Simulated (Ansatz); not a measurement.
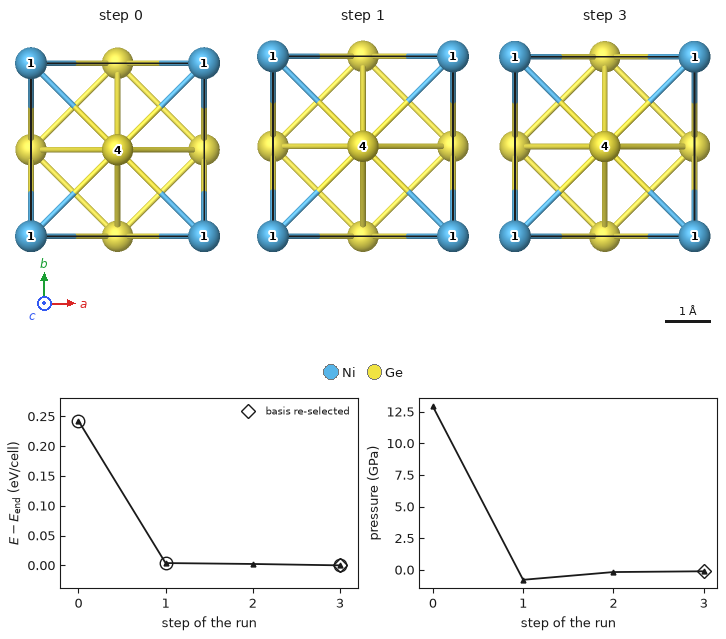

Frames of a relaxation of crystalline NiGe$_{3}$ (a generated structure, set up in Pm-3m) (coarse preliminary run), marked on the history of the run. Style: ball-and-stick. Shown: the cell of the calculation, along the c axis.

Theory: DFT PBE, scalar-relativistic, plane waves, PAW (Ansatz 0.2.0). Settings: plane-wave cutoff 420 eV; k-point mesh 4 × 4 × 4; occupations gaussian; smearing width 0.1 eV; collinear spin; cell and atoms relaxed; force threshold 0.04 eV/Å; at most 70 steps.

> Describe the path.

The energy falls by 0.242 eV per cell of the calculation in 2 accepted moves (3 points after the start). All forces vanish by symmetry, so only the cell relaxes. The pressure goes from 12.92 to −0.11 GPa. The SCF was repeated once at an unchanged geometry on a basis and grid sized afresh for the cell, which shifted the energy by 2.3 meV per cell of the calculation at most. The atoms keep their places relative to the cell (all moves are under 0.005 Å). The volume changes by +11.6 %, with a = b = c 3.882 → 4.026 Å (+3.7 %). Among the contacts that change: Ge–Ni 2.745 → 2.847 Å, Ge–Ge 2.745 → 2.847 Å. The space group stays Pm-3m (No. 221). Cost: 17 s on 1 thread of Arm Neoverse V1, on a shared host, peak memory 0.35 GiB. From step 0 to 1: volume +12.4 %, energy −0.239 eV per cell of the calculation. From step 1 to 3: volume −0.7 %, energy −3.8 meV per cell of the calculation.

```
step  E − E(0), meV/atom  pressure, GPa  volume, Å³/atom                      note
   0                0.00          12.92           14.622                          
   1              -59.64          -0.79           16.434                          
   2              -60.02          -0.17           16.318                          
   3              -60.60          -0.11           16.318  same geometry, new basis
```

Limits of the set-up: the k-point mesh is coarse for a cell with partly filled bands.
